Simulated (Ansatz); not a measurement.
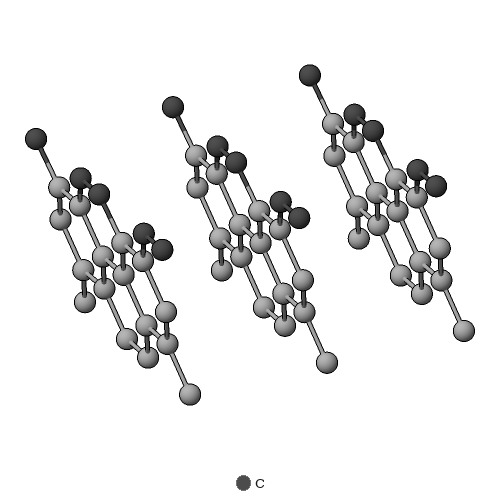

The system is C on a C(110) slab cut from the R-3m phase, its upper half relaxed before the scan (10 atoms of substrate and one adsorbate in a 1 × 1 cell); the picture shows it without the atoms that are moved over the map. C is moved over the surface cell; relaxed at each place: the height of the adsorbate's atoms; substrate rigid; the origin of the map has the adsorbate above C9. Places are given modulo a cell vector. The map is drawn in real space over the plane of the surface. The scan uses a 4 × 4 grid. At 1 point there is no value. Energies: eV, counted from the lowest grid point. The magnetic moment jumps between some neighbouring points. With one adsorbate in each 1 × 1 cell, its nearest image is 3.6 Å away, so neighbouring adsorbates interact. Computed with DFT LDA, scalar-relativistic, plane waves, PAW in Ansatz 0.2.0. Settings: cutoff 420 eV, k-mesh 8×7×1, gaussian smearing 0.05 eV, spin-polarised.

Range: position of C11 along the first surface vector from 0.00 to 0.75; position of C11 along the second surface vector from 0.00 to 0.75.

### What landscape does the calculation give?

The lowest grid point is at (1/4, 1/4) of the cell vectors [nearest 1 C at 1.39 Å]. The highest grid point, (2/4, 3/4) of the cell vectors [nearest 1 C at 1.77 Å], lies 3.21 eV above the lowest. At the lowest point the adsorbate has 1 C at 1.39 Å as nearest neighbours, at the highest 1 C at 1.77 Å. Its relaxed height above the top atom is 0.98 Å at the lowest and 0.52 Å at the highest point.

```
second ↓, first →   0/4   1/4   2/4   3/4
              3/4  1.53  2.01  3.21     –
              2/4  1.59  1.98  3.14  1.94
              1/4  0.58  0.00  2.61  1.61
              0/4  1.00  1.90  2.60  0.33
```

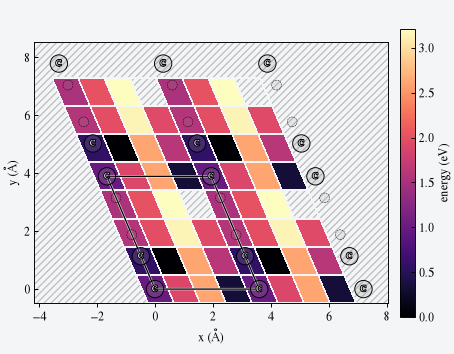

In the figure: one coloured cell a grid point, labelled circles for the atoms of the top layer and small ones for the second layer, the outline of one cell of the 2 × 2 shown, hatched blanks where no value was computed.

Each point was launched as `ansatz run input.yaml --threads 2 --pin off --max-ram 6144MiB --backend cpu --events-out ev --progress --plain --runs-dir out`. The whole map (15 points run) took 2.3 h on 2 threads of Arm Neoverse N1, with other jobs on the host.

PAW datasets: the set soft_1.
